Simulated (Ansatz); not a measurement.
## W$_{3}$Si: a failed or faulty run and its cure

System: W$_{3}$Si (4 atoms in the cell).
Method of run A: DFT, PBEsol, plane waves, PAW, no spin polarisation (Ansatz 0.2.0).

The structure derives from a Materials Project entry. Some settings of this run were made unusual or wrong on purpose. Text and figures count atoms from 1; the logs count them from 0 in places.

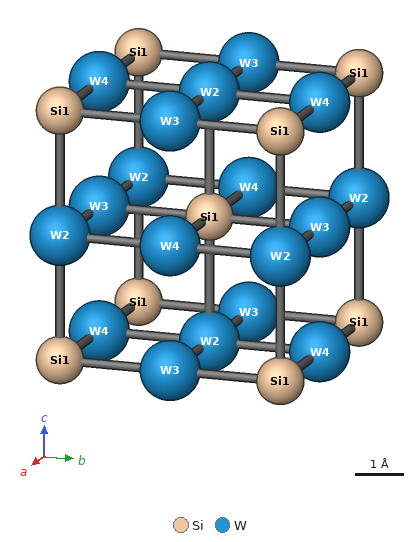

The input geometry (ball-and-stick view of the cell 2 times as large as that of the calculation, set on its symmetry axes, seen slightly off an axis; atoms are numbered from 1 in the order of the input). An atom can appear more than once, as a periodic image. Near neighbours in the periodic cell (some may lie outside the picture): Si has 6 W at 2.45 to 2.71 Å; W has 2 Si at 2.71 Å and 4 W at 2.45 Å; W has 2 Si at 2.45 Å and 2 W at 2.45 Å.

Input, run A:
```yaml
crystal:
  lattice:
    - [-2.4483355223, 2.4483355223, 2.7060550509]
    - [2.4483355223, -2.4483355223, 2.7060550509]
    - [2.4483355223, 2.4483355223, -2.7060550509]
  atoms:
    - { symbol: Si, position: [0.0, 0.0, 0.0] }
    - { symbol: W, position: [0.5, 0.5, 0.0] }
    - { symbol: W, position: [0.5, 0.0, 0.5] }
    - { symbol: W, position: [0.0, 0.5, 0.5] }
basis:
  ecutwfc: 420
kpoints:
  mp_grid: { grid: [1, 1, 1] }
hamiltonian:
  xc: pbesol
scf:
  occupations: { method: gaussian, width: 0.15 }
  max_iter: 75
output:
  forces: true
  eigenvalues: true
  stress: true
```

Command:
```bash
ansatz run input.yaml --threads 2 --pin off --max-ram 5120MiB --backend cpu --events-out ev --progress --plain --runs-dir out
```

Hardware: 2 threads of Intel Xeon @ 2.50GHz (Skylake/Cascade Lake), 189 GiB of memory available, shared host.

Output, shortened to warnings, some set-up lines, iterations and results (run A):
```
Basis set: ecut = 420 eV, 1277 PW (Γ), exchange–correlation on 60×60×60 points (8 copies of the dense FFT grid, shifted against one another)
Symmetry: 16 space group operations
k-points: 1
Initial density: superposition of atomic densities (neutral atoms: chi_scale 0, normalization atom), corrected by the library's trained network
[...]
SCF iter   1: F=—  HF=-31387.764808 eV  |F-HF|=—  |Δ(HF+E_count)|=         —  Δρ=9.87e-2  dr2=1.55e1  ethr=1.77e-3  ⟨swp⟩=5.0  Hψ=115  notcnv=0
SCF iter   2: F=—  HF=-31384.537435 eV  |F-HF|=—  |Δ(HF+E_count)|=    3.23e0  Δρ=6.19e-2  dr2=3.83e0  ethr=1.77e-3  ⟨swp⟩=3.0  Hψ=69  notcnv=0
SCF iter   3: F=—  HF=-31384.000299 eV  |F-HF|=—  |Δ(HF+E_count)|=   5.37e-1  Δρ=5.91e-2  dr2=4.81e0  ethr=1.77e-3  ⟨swp⟩=3.0  Hψ=62  notcnv=0
SCF iter   4: F=—  HF=-31384.620010 eV  |F-HF|=—  |Δ(HF+E_count)|=   6.20e-1  Δρ=1.45e-1  dr2=2.40e1  ethr=1.77e-3  ⟨swp⟩=2.0  Hψ=44  notcnv=0  recentre
SCF iter   5: F=—  HF=-31383.602531 eV  |F-HF|=—  |Δ(HF+E_count)|=    1.02e0  Δρ=3.13e-2  dr2=8.14e-1  ethr=1.77e-3  ⟨swp⟩=2.0  Hψ=45  notcnv=0
[... 6 lines ...]
SCF iter  12: F=—  HF=-31383.508740 eV  |F-HF|=—  |Δ(HF+E_count)|=   7.21e-6  Δρ=1.62e-4  dr2=3.20e-5  ethr=7.36e-8  ⟨swp⟩=2.0  Hψ=29  notcnv=0
SCF iter  13: F=—  HF=-31383.508739 eV  |F-HF|=—  |Δ(HF+E_count)|=   1.13e-6  Δρ=7.05e-5  dr2=5.75e-6  ethr=6.95e-8  ⟨swp⟩=1.0  Hψ=28  notcnv=0
SCF iter  14: F=—  HF=-31383.508738 eV  |F-HF|=—  |Δ(HF+E_count)|=   2.78e-7  Δρ=1.84e-5  dr2=4.24e-7  ethr=1.25e-8  ⟨swp⟩=1.0  Hψ=28  notcnv=0
SCF iter  15: F=-31383.508738 eV  HF=-31383.508738 eV  |F-HF|=1.22e-8  |Δ(HF+E_count)|=   2.10e-8  Δρ=3.50e-6  dr2=1.49e-8  ethr=2.17e-10  ⟨swp⟩=3.0  Hψ=96  notcnv=0
SCF 1 converged in 15 iterations: F = -31383.508738 eV  dr2 = 1.49e-8
SCF converged after 15 iterations
Free energy (F): -31383.508738 eV
Harris-Foulkes:  -31383.508738 eV  (|F-HF|=1.22e-8)
Internal energy: -31383.116675 eV  (E = F + TS)
E sigma→0 (E₀):  -31383.312707 eV
Entropy (-TS):   -0.392063 eV (-98.016 meV/atom)
Fermi energy:    19.539317 eV
--- Per-component energies (eV) ---
  E_band       = -376.721257
  E_kinetic    = 1395.894327
  E_local      = -2522.056119  (includes V_loc(G=0)·N_el)
  E_nonlocal   = 47.078231
  E_hartree    = 925.109863
  E_xc         = -850.122791
  E_vxc        = -763.058779  (∫ρ·V_xc dr)
  E_paw        = -25808.937961  (= ΣΔE_a)
  E_vpaw       = -384.799737  (= ΣTr[D̂ρ^β])
  E_aug_tail   = -0.000177  (compensation charges beyond the density's cutoff)
  E_ewald      = -4570.778984
  E_core_change = 0.696937  (= ΣΔE_core)
  E_smearing   = -0.392063  (= −TS)
  E_closure    = -0.000000  (closes the sum)
  Σ components = -31383.508738   (vs F -31383.508738, Δ=0.00e0)
--- Forces (eV/Å), atoms counted from 1 ---
  atom   1  Si     0.00000000     0.00000000    -0.00000000
  atom   2  W      0.00000000     0.00000000    -0.00000000
  atom   3  W      0.00000000    -0.00000000     0.00000000
  atom   4  W     -0.00000000     0.00000000    -0.00000000
  max |Σ_I F_I| component: 6.20e-25 eV/Å
--- Stress (GPa, compression-positive) ---
       14.665724       0.000000       0.000000
        0.000000      14.665724       0.000000
        0.000000       0.000000     -20.542559
  P = ⅓ Tr σ = 2.9296 GPa (29.296 kbar)
```

What should be changed in this input?

Answer. A setting was made wrong on purpose: one k-point for a small cell (`kpoints.mp_grid.grid`). One point cannot sample the zone of a small cell. The program still converged, but the numbers can't be taken as results for the intended system.

A run of the same system that converges differs from this input as follows (lines with − go, lines with + come):
```diff
-  mp_grid: { grid: [1, 1, 1] }
+  mp_grid: { grid: [14, 14, 14] }
-  max_iter: 75
```

Output, shortened to warnings, some set-up lines, iterations and results (run B):
```
Basis set: ecut = 420 eV, 1277 PW (Γ), exchange–correlation on 60×60×60 points (8 copies of the dense FFT grid, shifted against one another)
Symmetry: 16 space group operations
k-points: 244 of 2744
Initial density: superposition of atomic densities (neutral atoms: chi_scale 0, normalization atom), corrected by the library's trained network
[...]
SCF iter   1: F=—  HF=-31385.056128 eV  |F-HF|=—  |Δ(HF+E_count)|=         —  Δρ=9.68e-3  dr2=7.30e-2  ethr=1.77e-3  ⟨swp⟩=5.0  Hψ=29072  notcnv=0
SCF iter   2: F=—  HF=-31385.046485 eV  |F-HF|=—  |Δ(HF+E_count)|=   9.64e-3  Δρ=5.01e-3  dr2=1.79e-2  ethr=1.59e-4  ⟨swp⟩=1.0  Hψ=8784  notcnv=0
SCF iter   3: F=—  HF=-31385.043499 eV  |F-HF|=—  |Δ(HF+E_count)|=   2.99e-3  Δρ=4.77e-4  dr2=8.17e-5  ethr=3.89e-5  ⟨swp⟩=2.1  Hψ=8534  notcnv=0
SCF iter   4: F=—  HF=-31385.043506 eV  |F-HF|=—  |Δ(HF+E_count)|=   6.91e-6  Δρ=6.91e-5  dr2=2.52e-6  ethr=1.78e-7  ⟨swp⟩=2.5  Hψ=12233  notcnv=0
SCF iter   5: F=-31385.043506 eV  HF=-31385.043506 eV  |F-HF|=1.06e-8  |Δ(HF+E_count)|=   1.13e-8  Δρ=1.30e-5  dr2=6.98e-8  ethr=5.47e-9  ⟨swp⟩=2.1  Hψ=9190  notcnv=0
SCF iter   6: F=-31385.043506 eV  HF=-31385.043506 eV  |F-HF|=3.64e-11  |Δ(HF+E_count)|=   1.50e-9  Δρ=1.84e-6  dr2=1.53e-9  ethr=1.52e-10  ⟨swp⟩=3.2  Hψ=24509  notcnv=0
SCF 1 converged in 6 iterations: F = -31385.043506 eV  dr2 = 1.53e-9
SCF converged after 6 iterations
Free energy (F): -31385.043506 eV
Harris-Foulkes:  -31385.043506 eV  (|F-HF|=3.64e-11)
Internal energy: -31384.997389 eV  (E = F + TS)
E sigma→0 (E₀):  -31385.020448 eV
Entropy (-TS):   -0.046117 eV (-11.529 meV/atom)
Fermi energy:    18.370914 eV
--- Per-component energies (eV) ---
  E_band       = -360.374882
  E_kinetic    = 1401.135789
  E_local      = -2544.594593  (includes V_loc(G=0)·N_el)
  E_nonlocal   = 45.542536
  E_hartree    = 944.080069
  E_xc         = -851.166687
  E_vxc        = -763.960953  (∫ρ·V_xc dr)
  E_paw        = -25809.912280  (= ΣΔE_a)
  E_vpaw       = -386.657346  (= ΣTr[D̂ρ^β])
  E_aug_tail   = -0.000176  (compensation charges beyond the density's cutoff)
  E_ewald      = -4570.778984
  E_core_change = 0.696937  (= ΣΔE_core)
  E_smearing   = -0.046117  (= −TS)
  E_closure    = -0.000000  (closes the sum)
  Σ components = -31385.043506   (vs F -31385.043506, Δ=0.00e0)
--- Forces (eV/Å), atoms counted from 1 ---
  atom   1  Si    -0.00000000     0.00000000     0.00000000
  atom   2  W      0.00000000     0.00000000     0.00000000
  atom   3  W      0.00000000     0.00000000     0.00000000
  atom   4  W      0.00000000     0.00000000    -0.00000000
  max |Σ_I F_I| component: 3.90e-29 eV/Å
--- Stress (GPa, compression-positive) ---
       30.288578       0.000000      -0.000000
        0.000000      30.288578      -0.000000
       -0.000000       0.000000     -10.537652
  P = ⅓ Tr σ = 16.6798 GPa (166.798 kbar)
```

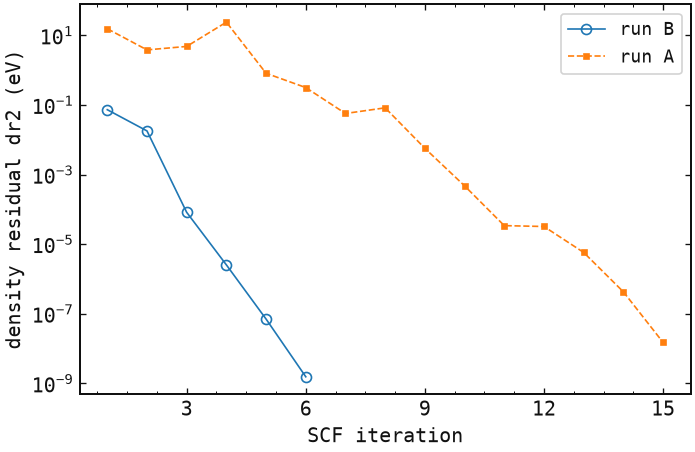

Convergence of the two runs: density residual dr2 against the SCF iteration. Run B takes 6 iterations in all, and run A takes 15.

The two runs side by side:

| quantity | run A | run B |
| --- | --- | --- |
| outcome | converged | converged |
| free energy per atom (eV) | −7845.8772 | −7846.2609 |
| energy per atom, smearing taken to zero (eV) | −7845.8282 | −7846.2551 |
| gap on the mesh (eV) | 0.00 | 0.00 |
| pressure (GPa) | 2.93 | 16.68 |
| largest force (eV/Å) | 0.000 | 0.000 |
| SCF iterations | 15 | 6 |
| irreducible k-points | 1 | 244 |
| plane waves at Γ | 1277 | 1277 |
| wall time (shared host) | 2.7 s | 19 s |

The free energy of run B is 383.7 meV per atom lower, which comes mainly from the change of mesh; a solver setting shouldn't move a converged energy. The pressure goes from 2.93 to 16.68 GPa. The SCF takes 6 iterations against 15. The irreducible k-points go from 1 to 244. On the same kind of shared host run B took about 7 times as long.

Notes on run B: Spin–orbit coupling is left out, which matters for W.
